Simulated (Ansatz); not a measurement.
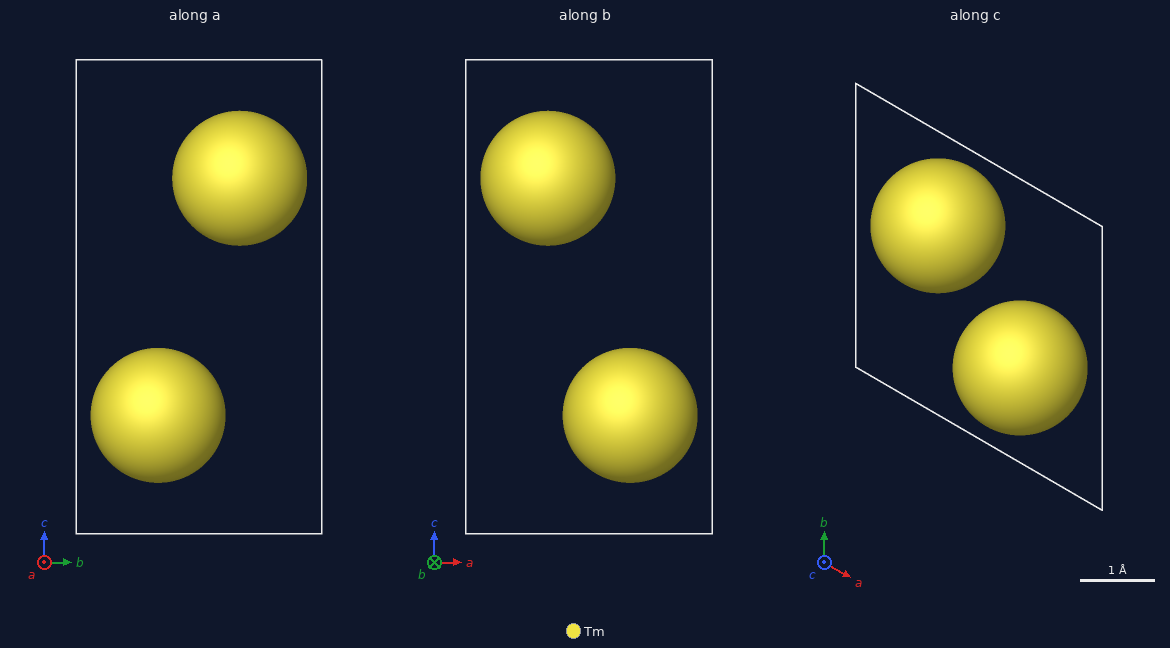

Spheres-only representation of a periodic structure, projected along the a axis, along the b axis and along the c axis. The outline marks the unit cell.

Edges and angles: a = 3.88 Å, b = 3.87 Å, c = 6.46 Å, α = 90.00°, β = 90.00°, γ = 120.16°.

Q: Count the atoms in the cell.

A: 2 (thulium), counting shared atoms by their share.

Q: From which higher-symmetry structure does this one deviate slightly?

A: Strictly the space group is Cmcm (No. 63, within 0.01 Å). It is a distorted form of a primitive hexagonal structure, space group P6_3/mmc (No. 194) within 0.25 Å: hexagonal close-packed (Mg type).

It goes back to the standard structure of this element. The cell was then strained or its atoms displaced on purpose. It was set up as input for a calculation with Ansatz.
